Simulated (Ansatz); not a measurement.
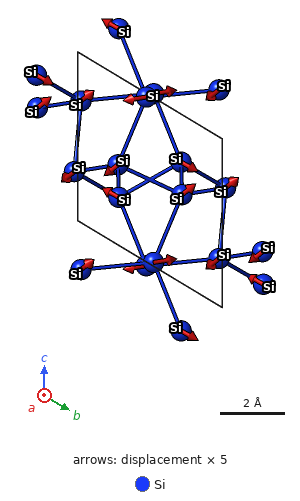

This is a relaxation of solid Si (set up in R-3). The starting structure is drawn; red arrows show the displacements (the part carried along by the change of the cell is left out), magnified 5 times.

A ball-and-stick model of the cell of the calculation, seen along the a axis.

Method: DFT LDA, scalar-relativistic, plane waves, PAW (Ansatz 0.2.0). Settings: plane-wave cutoff 420 eV; k-point mesh 6 × 6 × 6; occupations gaussian; smearing width 0.15 eV; no spin polarisation.

Question: What happened in the run?

Answer: The largest moves relative to the cell, 0.17 Å, are those of Si atoms. The volume changes by −9.5 %, with a 5.692 → 5.995 Å (+5.3 %), b 5.692 → 5.499 Å (−3.4 %), c 5.692 → 5.402 Å (−5.1 %), α 109.9° → 106.6°, β 109.9° → 109.1°, γ 109.9° → 117.9°. Among the contacts that change: Si–Si 3.758 → 3.098 Å, Si–Si 3.173 → 2.792 Å, Si–Si 2.347 → 2.276 Å, Si–Si 2.358 → 2.300 Å. Bond angles that change, for instance: Si–Si–Si 115.6° → 101.9°, Si–Si–Si 119.1° → 130.4°, Si–Si–Si 94.4° → 103.9°. The space group (tolerance 0.01 Å) goes from R-3 (No. 148) to P-1 (No. 2).
